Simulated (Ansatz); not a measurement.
# Energy of C along an even scaling of the cell

System: C (Fm-3m, 1 atom in the cell).
Method: DFT, revPBE, plane waves (420 eV) with PAW, scalar-relativistic, no spin polarisation (Ansatz 0.2.0).

The 5 runs differ only in the geometry, by an even scaling of the cell at fixed fractional positions.

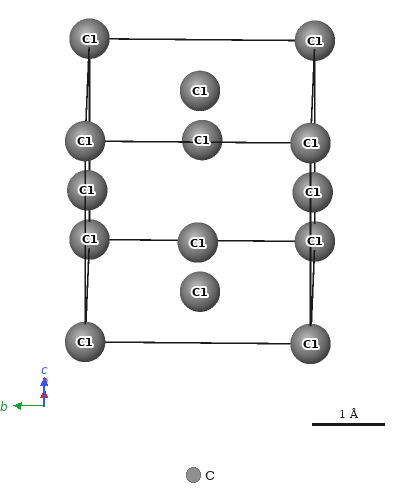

Figure 1. The structure of run 3 (ball-and-stick view of the cell 4 times as large as that of the calculation, set on its symmetry axes, seen at an oblique angle; atoms are numbered from 1 in the order of the input).

### Input of run 3
```yaml
crystal:
  lattice:
    - [0.0, 1.5699314425, 1.5699314425]
    - [1.5699314425, 0.0, 1.5699314425]
    - [1.5699314425, 1.5699314425, 0.0]
  atoms:
    - { symbol: C, position: [0.0, 0.0, 0.0] }
hamiltonian:
  xc: revpbe
  pseudopotentials:
    kind: paw
    azcp:
      C: "pseudopotentials/C.paw.azcp"
basis:
  ecutwfc: 420
  fft_grid_basis: typed
kpoints:
  mp_grid: { grid: [20, 20, 20], shift: [0, 0, 0] }
magnetization:
  spin_polarized: false
scf:
  occupations: { method: fermi_dirac, width: 0.1 }
  lower_state_search: "off"
output:
  stress: true
```

Lattice vectors (Å) and fractional positions of run 3:
```
   0.000000    1.569931    1.569931
   1.569931    0.000000    1.569931
   1.569931    1.569931    0.000000
C   0.000000  0.000000  0.000000
```

Run 2 differs from it as follows:
```diff
-    - [0.0, 1.5699314425, 1.5699314425]
-    - [1.5699314425, 0.0, 1.5699314425]
-    - [1.5699314425, 1.5699314425, 0.0]
+    - [0.0, 1.5495404144, 1.5495404144]
+    - [1.5495404144, 0.0, 1.5495404144]
+    - [1.5495404144, 1.5495404144, 0.0]
```

### Results, with one run withheld

| run | volume per atom (Å³) | free energy per atom, from the lowest run given (meV) | pressure (GPa) |
| --- | --- | --- | --- |
| 1 | 6.548 | 53.49 | 23.39 |
| 2 | 7.441 | ? | ? |
| 3 | 7.739 | 0.00 | −5.44 |
| 4 | 8.036 | 14.24 | −9.74 |
| 5 | 8.334 | 35.68 | −13.21 |

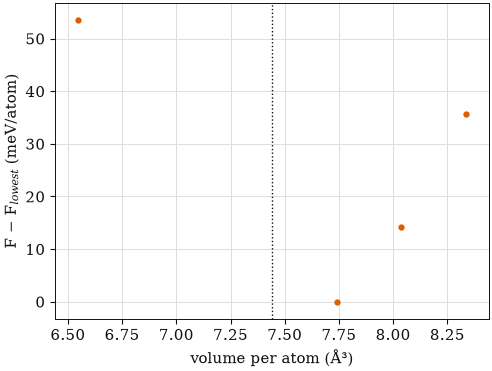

Figure 2. Free energy per atom of the runs given; the dotted line marks run 2.

What should run 2 give?

A quadratic polynomial in V^(−2/3) (the Birch–Murnaghan form), fitted to the 4 runs given, misses them by at most 0.03 meV per atom. With x = V^(−2/3) − 0.25846 Å⁻², it reads F = −3.4971 − 909.16 x + 1.101e+05 x² (meV per atom). At run 2 it gives −5.37 meV per atom, and the run itself gives −5.35. The slope of the fit gives a pressure −dF/dV of −0.18 GPa there, and the run prints −0.13 GPa. The fit has its minimum at 7.432 Å³ per atom, where V d²F/dV² gives 145 GPa: the bulk modulus at this level, since symmetry fixes the shape and the positions.

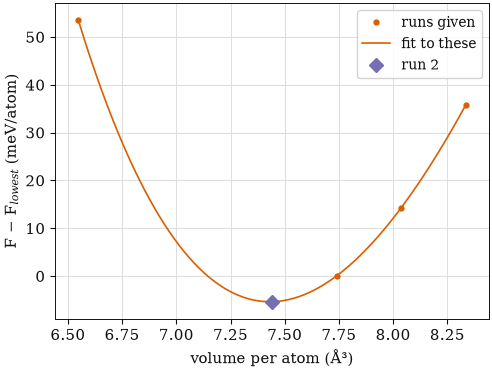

Figure 3. The fit and the withheld run.

### Output, shortened to warnings, some set-up lines, iterations and results (run 2)
```
Basis set: ecut = 420 eV, 137 PW (Γ)
Symmetry: 48 space group operations
k-points: 256 of 8000
Initial density: superposition of atomic densities (neutral atoms: chi_scale 0, normalization atom), corrected by the library's trained network
[...]
SCF iter   1: F=—  HF=-247.341478 eV  |F-HF|=—  |Δ(HF+E_count)|=         —  Δρ=3.54e-3  dr2=2.14e-4  ethr=1.77e-3  ⟨swp⟩=4.9  Hψ=11816  notcnv=0
SCF iter   2: F=—  HF=-247.341431 eV  |F-HF|=—  |Δ(HF+E_count)|=   4.74e-5  Δρ=2.04e-3  dr2=1.00e-4  ethr=5.35e-6  ⟨swp⟩=1.2  Hψ=3642  notcnv=0
SCF iter   3: F=—  HF=-247.341500 eV  |F-HF|=—  |Δ(HF+E_count)|=   6.90e-5  Δρ=9.09e-4  dr2=3.94e-5  ethr=2.51e-6  ⟨swp⟩=2.0  Hψ=1999  notcnv=0
SCF iter   4: F=—  HF=-247.341486 eV  |F-HF|=—  |Δ(HF+E_count)|=   1.35e-5  Δρ=3.18e-4  dr2=4.91e-6  ethr=9.86e-7  ⟨swp⟩=1.0  Hψ=1510  notcnv=0
SCF iter   5: F=-247.341484 eV  HF=-247.341484 eV  |F-HF|=9.28e-10  |Δ(HF+E_count)|=   1.73e-6  Δρ=9.31e-6  dr2=3.88e-9  ethr=1.23e-7  ⟨swp⟩=2.0  Hψ=1990  notcnv=0
SCF iter   6: F=-247.341484 eV  HF=-247.341484 eV  |F-HF|=6.76e-11  |Δ(HF+E_count)|=  4.94e-10  Δρ=1.81e-6  dr2=1.59e-10  ethr=9.69e-11  ⟨swp⟩=1.0  Hψ=4301  notcnv=0
SCF 1 converged in 6 iterations: F = -247.341484 eV  dr2 = 1.59e-10
SCF converged after 6 iterations
Free energy (F): -247.341484 eV
Harris-Foulkes:  -247.341484 eV  (|F-HF|=6.76e-11)
Internal energy: -247.328851 eV  (E = F + TS)
E sigma→0 (E₀):  -247.335168 eV
Entropy (-TS):   -0.012633 eV (-12.633 meV/atom)
Fermi energy:    10.143120 eV
--- Per-component energies (eV) ---
  E_band       = 12.364865
  E_kinetic    = 76.644326
  E_local      = -43.657276  (includes V_loc(G=0)·N_el)
  E_nonlocal   = 28.376621
  E_hartree    = 5.737597
  E_xc         = -46.007685
  E_vxc        = -56.815964  (∫ρ·V_xc dr)
  E_paw        = -97.985040  (= ΣΔE_a)
  E_vpaw       = -3.658089  (= ΣTr[D̂ρ^β])
  E_aug_tail   = 0.000000  (compensation charges beyond the density's cutoff)
  E_ewald      = -170.425728
  E_core_change = -0.011667  (= ΣΔE_core)
  E_smearing   = -0.012633  (= −TS)
  E_closure    = 0.000000  (closes the sum)
  Σ components = -247.341484   (vs F -247.341484, Δ=0.00e0)
--- Stress (GPa, compression-positive) ---
       -0.134480      -0.000000       0.000000
       -0.000000      -0.134480       0.000000
        0.000000       0.000000      -0.134480
  P = ⅓ Tr σ = -0.1345 GPa (-1.345 kbar)
```
